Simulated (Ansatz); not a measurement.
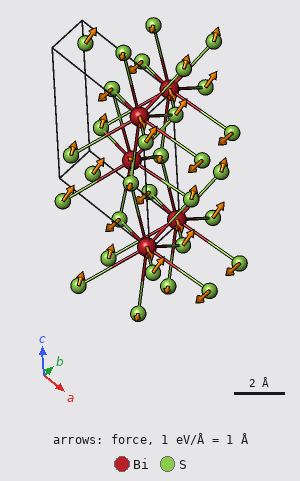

Starting geometry of crystalline BiS2 (built on the SiO2-122 type type) with the computed forces as orange arrows. Style: ball-and-stick. Shown: the cell of the calculation, slightly off an axis.

Case: shaken.

Level of theory: Ansatz, DFT, PBEsol, plane waves, PAW.

Input file:
```yaml
crystal:
  lattice:
    - [-3.5431000119, 3.5261184948, 2.7688974875]
    - [3.5165603807, -3.5641733144, 2.7841565516]
    - [3.5652014975, 3.5862748, -2.8193248807]
  atoms:
    - { symbol: Bi, position: [-0.0302943994, -0.0020865645, 0.0037709445] }
    - { symbol: Bi, position: [0.7601819674, 0.2501746907, 0.4998595979] }
    - { symbol: S, position: [0.3722827336, 0.388194305, 0.5079604384] }
    - { symbol: S, position: [1.1673136234, 0.6042589268, 0.9983020721] }
    - { symbol: S, position: [0.6151074583, 0.1454158963, -0.0092172731] }
    - { symbol: S, position: [0.8816086332, -0.1557122367, 0.4767213844] }
kpoints:
  mp_grid: { grid: [4, 4, 4] }
hamiltonian:
  xc: pbesol
scf:
  occupations: { method: fermi_dirac, width: 0.05 }
relax:
  f_tol: 0.01
  cell: {}
  max_steps: 120
```

Command:
```bash
ansatz run input.yaml --threads 2 --pin off --max-ram 2211MiB --backend cpu --events-out ev --progress --plain --runs-dir out
```

### Is this structure relaxed? If not, where do the atoms go?

It isn't relaxed: the largest force vector, on S5, is 0.92 eV/Å. The final displacements have little in common with the starting forces (cosine between the two patterns −0.09). Bi2 moves most relative to the cell: 0.82 Å along [1 1 0]. By element the largest moves are Bi 0.82 Å, S 0.60 Å. The drawn cell changes as follows: a 5.714 → 5.823 Å (+1.9 %), b 5.729 → 5.824 Å (+1.7 %), c 5.790 → 5.888 Å (+1.7 %), α 104.1° → 99.1°, β 103.6° → 101.6°, γ 121.9° → 129.6°; the volume changes by −0.2 %. Some distances before and after: Bi2–S4 4.362 → 3.166 Å, Bi2–S5 4.253 → 3.167 Å, Bi2–S4 (another image) 3.234 → 4.141 Å, Bi2–S5 (another image) 3.247 → 4.141 Å. Bond angles that change, for instance: S3–Bi2–S6 98.1° → 135.2°, S4–Bi1–S4 142.5° → 174.2°, Bi1–S4–Bi1 142.5° → 174.2°. The space group (tolerance 0.01 Å) goes from P1 (No. 1) to C2/c (No. 15). Over 17 accepted moves (19 points after the start) the energy falls by 144 meV per atom. The largest force component goes from 0.85 to 0.0026 eV/Å. Pressure: 1.99 GPa at the start and 0.00 GPa at the end. The line search rejected the trial step at point 5 of the run. At 1 point the geometry stayed and the basis and grid were re-selected for the new cell (energy shift of 0.1 meV per atom at most each time). The run took 2.6 min on 2 threads of Intel(R) Xeon(R) Processor @ 2.70GHz, with other jobs on the host, peak memory 0.47 GiB.
